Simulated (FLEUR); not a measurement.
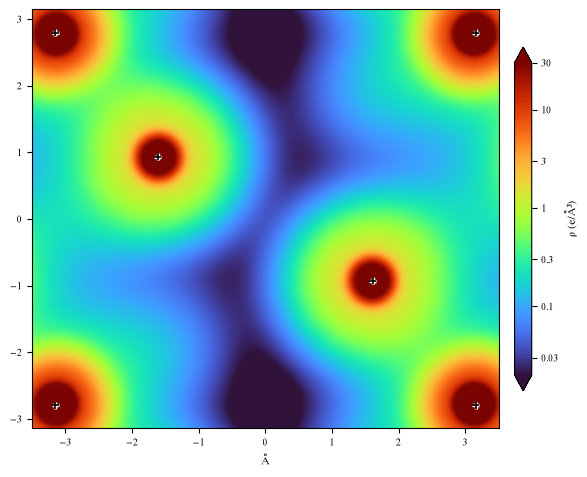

The total electron density on a plane through atoms (crosses mark nuclei in the plane).

All numbers below come from Kohn-Sham DFT of a periodic cell, PBE, all-electron (FLEUR).

Candidates:
A. MoS₂, a = 3.23 Å, b = 3.23 Å, c = 6.31 Å, α = 90.00°, β = 90.00°, γ = 120.00°. Space group P-3m1; a structure from a database of computed crystals, not necessarily the ambient phase.
B. Au, a = 4.07 Å, b = 4.07 Å, c = 4.07 Å, α = 90.00°, β = 90.00°, γ = 90.00°. Space group Fm-3m.
C. AlN, a = 4.37 Å, b = 4.37 Å, c = 4.37 Å, α = 90.00°, β = 90.00°, γ = 90.00°. Space group F-43m; a structure from a database of computed crystals, not necessarily the ambient phase.

Question: Which system is this?

Answer: Candidate A: MoS₂ on the (110) plane of the conventional cell, which holds Mo and S. Mo–S (2.42 Å): the density is about 0.56 e/Å³ at the midpoint.
